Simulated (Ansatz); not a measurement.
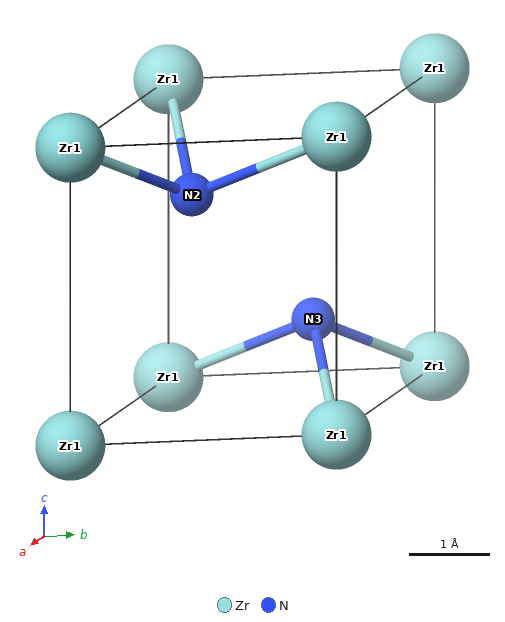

**Figure 1.** The input geometry (ball-and-stick view of the cell of the calculation, seen slightly off an axis; atoms are numbered from 1 in the order of the input).

**Single-point calculation, with input and output: ZrN₂**

- system: ZrN₂ (P-3m1, 3 atoms in the cell)
- method: DFT, PBE, dispersion d3bj, plane waves, PAW, spin-polarised (Ansatz 0.2.0)

The structure derives from a Materials Project entry. Some settings of this run were made unusual or wrong on purpose. Figures and captions count atoms from 1; the log counts them from 0 in places.

Input
```yaml
crystal:
  lattice:
    - [3.3845706398, 0.0, 0.0]
    - [-1.6922853199, 2.931124155, 0.0]
    - [0.0, 0.0, 3.8938424637]
  atoms:
    - { symbol: Zr, position: [0.0, 0.0, 0.0] }
    - { symbol: "N", position: [0.6666666667, 0.3333333333, 0.7536449882] }
    - { symbol: "N", position: [0.3333333333, 0.6666666667, 0.2463550118] }
basis:
  ecutwfc: 420
kpoints:
  mp_grid: { grid: [12, 12, 10] }
hamiltonian:
  xc: pbe
  dispersion: d3bj
scf:
  occupations: { method: gaussian, width: 0.1 }
  max_iter: 80
output:
  forces: true
  eigenvalues: true
  stress: true
magnetization:
  spin_polarized: true
  initial_magnetization: 7
```

Hardware: 2 threads of Arm Neoverse V2, 24 GiB of memory available, shared host.

Command:
```bash
ansatz run input.yaml --threads 2 --pin off --max-ram 5120MiB --backend cpu --events-out ev --progress --plain --runs-dir out
```

Log
```
Warning: where an SCF of this run starts from atoms to list the orders of its open shells, Zr (site 0, from 0) starts with 2.00 μB on its 4d shell, in the place of the 2.33 μB that the deck gives it: its open shells can hold no more by Hund's first rule. To start from spheres of the given moment, type scf.initial_density.shell_occupations: []
Engine: ansatz 0.2.0, aarch64-unknown-linux-gnu
Pseudopotentials: kind: paw
Pseudopotential: Zr, paw, valence charge 12, recommended cutoff 420 eV (normal), Zr.paw.azcp
Pseudopotential: N, paw, valence charge 5, recommended cutoff 420 eV (normal), N.paw.azcp
Functional definition: PBE
  parameter kappa = 0.804
  parameter beta = 0.06672455060314922
  exchange = pbe_x(kappa = kappa, mu = beta*pi^2/3)
  correlation = pbe_c(beta = beta)
Crystal: 3 atoms, lattice volume = 38.629 Å³
Basis set: ecut = 420 eV, 757 PW (Γ), exchange–correlation on 48×48×54 points (8 copies of the dense FFT grid, shifted against one another)
Bands: 19, of which v1, the nominal top of the filled ones, is band 11 counted from 1 (10 counted from 0)
Symmetry: 12 space group operations
Space group: P-3m1 (ITA 164), of the structure as read, at distance tolerance 3.4e-5 Å
Magnetic group: BNS 164.85 (UNI 1315), of the structure as read, at distance tolerance 3.4e-5 Å
k-points: 162 of 1440
Non-local potential: Zr, projectors of the file, l = 0: 3, l = 1: 2, l = 2: 2, l = 3: 2
Non-local potential: N, projectors of the file, l = 0: 2, l = 1: 2, l = 2: 1
PAW form: soft (Blöchl's): semilocal exchange-correlation on the pseudo side does not see the compensation charge
PAW one-centre angular grid: Zr, 590 points (default); XC on 64 Gauss nodes
PAW one-centre angular grid: N, 110 points (default); XC on 64 Gauss nodes
Initial density: superposition of atomic densities (chi_scale 0.1, normalization cell, long waves kept (reshape's long-wave potential 0.00 eV rms))
Starting moments: Σ|m| = 7 μB on 3 of 3 sites
Initial wavefunctions: pseudopotential atomic-orbital guess
Functional: x = pbe(κ = 0.804, μ = 0.2195149727645171), c = pbe(β = 0.06672455060314922)
SCF iter   1: F=—  HF=-4937.683484 eV  |F-HF|=—  |Δ(HF+E_count)|=         —  Δρ=6.58e-2 (↑6.58e-2 ↓3.81e-2)  dr2=6.08e0  dr2_m=2.59e-1  M=7.000 μB ∫|m|=7.000 μB  β_m=0.30  ethr=3.10e-3  ⟨swp⟩=5.1  Hψ=29043  notcnv=0
Mixer restart at iter 1: flushing history
preconditioner: auto → none  [metal: Δε(μ)=0.004 eV  Ē_g=12.419 eV  σ=0.100 eV  W_gap=0.02  n_scr=8 (ndim 8)  ℏωp=22.4 eV  f_vac=0.000  D(μ)=3.76/eV (n_scr^D=52)  sad-step TF]
SCF iter   2: F=—  HF=-4951.006896 eV  |F-HF|=—  |Δ(HF+E_count)|=         —  Δρ=1.11e-1 (↑1.02e-1 ↓1.11e-1)  dr2=1.02e0  dr2_m=3.84e0  M=1.359 μB ∫|m|=1.372 μB  β_m=0.30  ethr=3.10e-3  ⟨swp⟩=2.5  Hψ=12445  notcnv=0  defer=588
Mixer restart at iter 2: flushing history
SCF iter   3: F=—  HF=-4951.221397 eV  |F-HF|=—  |Δ(HF+E_count)|=   2.15e-1  Δρ=8.06e-2 (↑7.29e-2 ↓8.06e-2)  dr2=3.10e-1  dr2_m=2.01e0  M=1.252 μB ∫|m|=1.261 μB  β_m=0.62  ethr=3.10e-3  ⟨swp⟩=2.5  Hψ=9677  notcnv=0  defer=619
SCF iter   4: F=—  HF=-4952.379512 eV  |F-HF|=—  |Δ(HF+E_count)|=    1.16e0  Δρ=2.72e-2 (↑2.72e-2 ↓1.79e-2)  dr2=1.19e-1  dr2_m=1.58e-1  M=0.673 μB ∫|m|=0.694 μB  β_m=0.59  ethr=1.41e-3  ⟨swp⟩=2.5  Hψ=11894  notcnv=0  defer=629
SCF iter   5: F=—  HF=-4952.329092 eV  |F-HF|=—  |Δ(HF+E_count)|=   5.04e-2  Δρ=9.41e-3 (↑8.20e-3 ↓9.41e-3)  dr2=2.07e-3  dr2_m=2.70e-2  M=0.453 μB ∫|m|=0.492 μB  β_m=0.75  ethr=5.39e-4  ⟨swp⟩=2.3  Hψ=10667  notcnv=0  defer=822
SCF iter   6: F=—  HF=-4952.322524 eV  |F-HF|=—  |Δ(HF+E_count)|=   6.57e-3  Δρ=5.05e-3 (↑5.05e-3 ↓2.17e-3)  dr2=4.67e-3  dr2_m=4.42e-3  M=0.273 μB ∫|m|=0.301 μB  β_m=0.87  ethr=9.41e-6  ⟨swp⟩=2.7  Hψ=12438  notcnv=0  defer=775
SCF iter   7: F=—  HF=-4952.328702 eV  |F-HF|=—  |Δ(HF+E_count)|=   6.18e-3  Δρ=1.03e-3 (↑1.03e-3 ↓6.91e-4)  dr2=4.72e-4  dr2_m=2.01e-4  M=0.140 μB ∫|m|=0.149 μB  β_m=0.94  ethr=9.41e-6  ⟨swp⟩=2.1  Hψ=9803  notcnv=0  defer=775
SCF iter   8: F=—  HF=-4952.329343 eV  |F-HF|=—  |Δ(HF+E_count)|=   6.41e-4  Δρ=8.82e-4 (↑8.69e-4 ↓8.82e-4)  dr2=1.71e-5  dr2_m=2.65e-4  M=0.111 μB ∫|m|=0.116 μB  β_m=0.97  ethr=2.14e-6  ⟨swp⟩=2.0  Hψ=8658  notcnv=0  defer=773
SCF iter   9: F=—  HF=-4952.329401 eV  |F-HF|=—  |Δ(HF+E_count)|=   5.72e-5  Δρ=4.31e-4 (↑4.18e-4 ↓4.31e-4)  dr2=5.56e-6  dr2_m=6.22e-5  M=0.062 μB ∫|m|=0.064 μB  β_m=0.95  ethr=7.76e-8  ⟨swp⟩=3.1  Hψ=10883  notcnv=0  defer=776
SCF iter  10: F=—  HF=-4952.329416 eV  |F-HF|=—  |Δ(HF+E_count)|=   1.50e-5  Δρ=2.02e-4 (↑1.89e-4 ↓2.02e-4)  dr2=3.84e-7  dr2_m=1.34e-5  M=0.031 μB ∫|m|=0.032 μB  β_m=0.98  ethr=2.53e-8  ⟨swp⟩=3.3  Hψ=11698  notcnv=0  defer=775
SCF iter  11: F=—  HF=-4952.329424 eV  |F-HF|=—  |Δ(HF+E_count)|=   7.93e-6  Δρ=1.42e-5 (↑7.96e-6 ↓1.42e-5)  dr2=8.67e-8  dr2_m=2.77e-8  M=-0.002 μB ∫|m|=0.002 μB  β_m=0.92  ethr=1.75e-9  ⟨swp⟩=3.0  Hψ=12168  notcnv=0  defer=775
SCF iter  12: F=—  HF=-4952.329424 eV  |F-HF|=—  |Δ(HF+E_count)|=   1.29e-8  Δρ=2.14e-6 (↑2.14e-6 ↓1.70e-6)  dr2=1.72e-9  dr2_m=6.93e-10  M=0.000 μB ∫|m|=0.000 μB  β_m=0.89  ethr=3.94e-10  ⟨swp⟩=2.0  Hψ=9457  notcnv=0  defer=772
SCF iter  13: F=—  HF=-4952.329424 eV  |F-HF|=—  |Δ(HF+E_count)|=   1.48e-9  Δρ=8.78e-7 (↑7.48e-7 ↓8.78e-7)  dr2=1.36e-11  dr2_m=2.31e-10  M=-0.000 μB ∫|m|=0.000 μB  β_m=0.95  ethr=7.84e-12  ⟨swp⟩=2.5  Hψ=10442  notcnv=0  defer=772
SCF iter  14: F=—  HF=-4952.329424 eV  |F-HF|=—  |Δ(HF+E_count)|=  3.01e-10  Δρ=1.80e-7 (↑7.87e-8 ↓1.80e-7)  dr2=1.27e-11  dr2_m=4.45e-12  M=-0.000 μB ∫|m|=0.000 μB  β_m=0.96  ethr=1.00e-12  ⟨swp⟩=2.1  Hψ=8876  notcnv=0  defer=772
SCF iter  15: F=-4952.329424 eV  HF=-4952.329424 eV  |F-HF|=1.36e-11  |Δ(HF+E_count)|=  1.46e-11  Δρ=1.09e-7 (↑1.09e-7 ↓6.02e-8)  dr2=1.50e-11  dr2_m=3.06e-13  M=-0.000 μB ∫|m|=0.000 μB  ethr=1.00e-12  ⟨swp⟩=5.7  Hψ=21770  notcnv=0
SCF 1 converged in 15 iterations: F = -4952.329424 eV  dr2 = 1.50e-11
  greatest PAW one-centre occupation: 0.995 electrons in one spin orbital (limit 2), on the Zr atom at site 0 (counted from 0), in its partial waves of l = 0
```

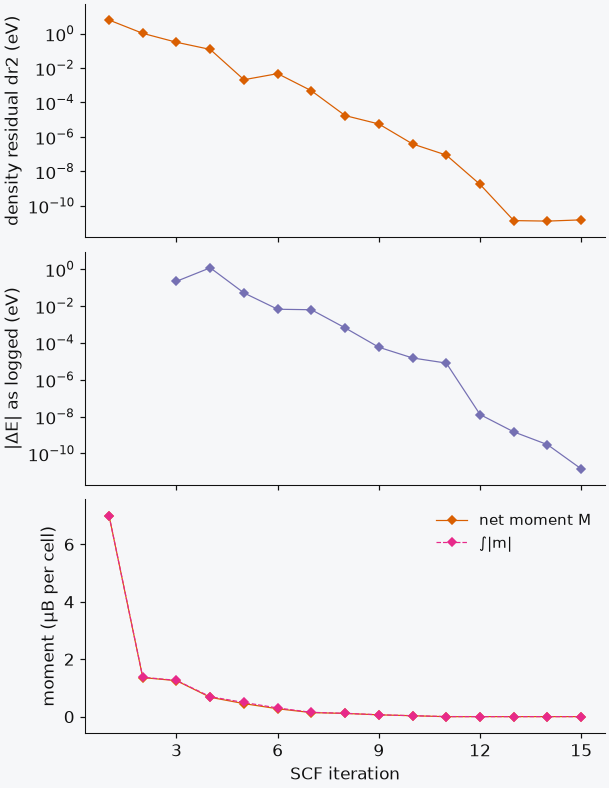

**Figure 2.** Convergence of the self-consistent field: density residual dr2, size of the energy change and magnetic moment against the SCF iteration. The residual comes down, with one marked jump up, by a factor of about 2.5, at step 6. The net moment goes from 7.0 to 0.0 μB per cell, and ∫|m| falls to zero.

```
WARN: the starting moments were not kept: the SCF closed with an absolute magnetisation of 1.7e-5 μB, where they sum to 7 μB in size (3 sites). That is at most 0.1 of that sum. Measured as dr2_m measures the in/out step, that magnetisation stands 1.1e-10 eV from none, at or under the dr2_threshold of 1.0e-7 eV: it is no larger than a step whose dr2_m would equal this threshold. The system may hold no moment; this SCF shows only that its start led to no more than that. To try another start: raise the starting moments (crystal.atoms[].spin, magnetization.per_species, magnetization.initial_magnetization, or on a non-collinear deck that types none of these the spinor_matrix: blocks that start its atoms; where the total moment is fixed, keep their sum and leave initial_magnetization as it is; typed ones take the place of any that the run laid by itself, positive ones on a crystal's lanthanoids without a Hubbard term where scf.initial_density.shell_occupations: [] is typed) or, if the notice of its spin-set hold's release reads "site moments contracting" or "site moments show no strong build", lengthen the hold (scf.mixing.spin_hold: { on: { confirm: 4 } }; for m-r²SCAN on two components see the key's manual first). Each may lead to a state that holds a moment. A second SCF, from the converged charge density, with the starting moments and any scf.initial_density.shell_occupations laid on it anew, would have followed, and was not run: the deck does not ask for one (magnetization.retry_lost_moments is false, the default). To let it run, set magnetization.retry_lost_moments: true and run the deck again, where that key's refused combinations let it; where memory then withholds it, that run's warning says so.
SCF converged after 15 iterations
Magnetization: -0.0000 μB (11.0000 up, 11.0000 down)
Absolute magnetization: 0.0000 μB (∫|ρ↑−ρ↓|, with the PAW one-centre terms)
Spin contamination: 0.0000 ħ² per cell (⟨S²⟩ above its minimum at these occupations)
Per-site moments (μB) at R_I (Å): [(-8.06728336240903e-8, 0.8979466351542872), (-7.306074317680046e-6, 0.8979466351542872), (-7.306074317683395e-6, 0.8979466351542874)]
Free energy (F): -4952.329424 eV
Harris-Foulkes:  -4952.329424 eV  (|F-HF|=1.36e-11)
Internal energy: -4952.315429 eV  (E = F + TS)
E sigma→0 (E₀):  -4952.322426 eV
Entropy (-TS):   -0.013994 eV (-4.665 meV/atom)
Fermi energy:    9.940734 eV
--- Per-component energies (eV) ---
  E_band       = -102.709600
  E_kinetic    = 588.500846
  E_local      = -1059.370583  (includes V_loc(G=0)·N_el)
  E_nonlocal   = 170.099348
  E_hartree    = 327.900122
  E_xc         = -280.853478
  E_vxc        = -342.205964  (∫ρ·V_xc dr)
  E_paw        = -3206.081852  (= ΣΔE_a)
  E_vpaw       = -115.533703  (= ΣTr[D̂ρ^β])
  E_aug_tail   = 0.000202  (compensation charges beyond the density's cutoff)
  E_ewald      = -1491.711860
  E_disp       = -0.798175  (pairwise vdW)
  E_smearing   = -0.013994  (= −TS)
  E_closure    = 0.000000  (closes the sum)
  Σ components = -4952.329424   (vs F -4952.329424, Δ=0.00e0)
--- Forces (eV/Å), atoms counted from 1 ---
  atom   1  Zr    -0.00000000     0.00000000     0.00000000
  atom   2  N      0.00000000    -0.00000000     0.00346386
  atom   3  N     -0.00000000     0.00000000    -0.00346386
  max |Σ_I F_I| component: 1.85e-17 eV/Å
--- Stress (GPa, compression-positive) ---
        0.113193       0.000000      -0.000000
        0.000000       0.113193      -0.000000
        0.000000      -0.000000       0.053761
  P = ⅓ Tr σ = 0.0934 GPa (0.934 kbar)
--- Band table (eV; the first three rows and the last of 324) ---
  k-point 0 ↑: bands = ["-37.7796", "-15.9714", "-15.6116", "-15.6116", "-4.2506", "-0.9964", "5.7483", "6.1771", "6.1771", "10.4395", "10.4395", "11.1970", "13.7107", "13.7107", "14.9304", "18.7576", "18.9979", "18.9979", "19.0621"]
  k-point 1 ↑: bands = ["-37.7792", "-15.9805", "-15.6111", "-15.6111", "-4.1916", "-1.0870", "5.8821", "6.1988", "6.1988", "10.3808", "10.3808", "11.0169", "13.6635", "13.6635", "14.9664", "18.8810", "19.0730", "19.0730", "19.2723"]
  k-point 2 ↑: bands = ["-37.7782", "-16.0040", "-15.6097", "-15.6097", "-4.0224", "-1.3342", "6.2579", "6.2579", "6.2612", "10.2316", "10.2316", "10.5312", "13.5380", "13.5380", "15.0875", "19.2033", "19.2767", "19.2767", "19.8119"]
  k-point 161 ↓: bands = ["-37.7038", "-16.1140", "-16.1140", "-15.8844", "-2.3272", "-2.3272", "6.4108", "6.4108", "8.1651", "8.8455", "9.7590", "9.7590", "14.4958", "15.4267", "15.4267", "18.7286", "18.7286", "19.6919", "24.6351"]
```

Outcome

```json
{"quantity": "outcome", "value": "converged"}
{"quantity": "space group (tolerance 0.01 Å)", "value": "P-3m1 (164)"}
{"quantity": "electrons treated", "value": "22"}
{"quantity": "free energy", "value": "−4952.3294 eV"}
{"quantity": "Fermi energy", "value": "9.941 eV"}
{"quantity": "gap on the k-point mesh", "value": "none (metallic)"}
{"quantity": "net moment of the cell", "value": "0.00 μB"}
{"quantity": "integrated absolute moment", "value": "0.00 μB"}
{"quantity": "pressure", "value": "0.09 GPa"}
{"quantity": "largest force (length of the vector)", "value": "0.003 eV/Å"}
{"quantity": "wall time", "value": "8.6 s (CPU time 16 s)"}
{"quantity": "peak memory", "value": "0.45 GiB"}
```

Remarks

A setting was made wrong on purpose: an impossible spin (`magnetization`). The run converged; whether the setting changed the result can't be told without a sound run beside it. The program warns: some starting moments were not kept.
